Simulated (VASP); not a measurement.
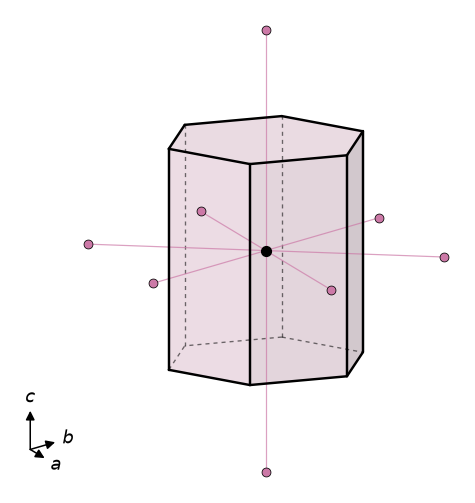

Crystal: CaB2, a cell listed in the Materials Project, as set up for an electronic-structure calculation. The Wigner–Seitz cell of the crystal's lattice, with lines to the lattice points that define its faces. Geometry calculated from the standardised cell; symmetry tolerance 0.002 Å.

a = 3.226 Å, b = 3.226 Å, c = 4.067 Å, α = 90.00°, β = 90.00°, γ = 120.00°; lattice centring P.

**Describe the polyhedron.**

A hexagonal prism: 8 faces (6 with 4 edges, 2 with 6 edges), 18 edges, 12 vertices. Its volume is that of the primitive cell, 36.7 Å³.

**Which lattice vectors do the faces bisect?**

```csv
example,length (Å),faces,edges of each,area (Å²)
a + b,3.23,6,4,7.6
c,4.07,2,6,9.0
```
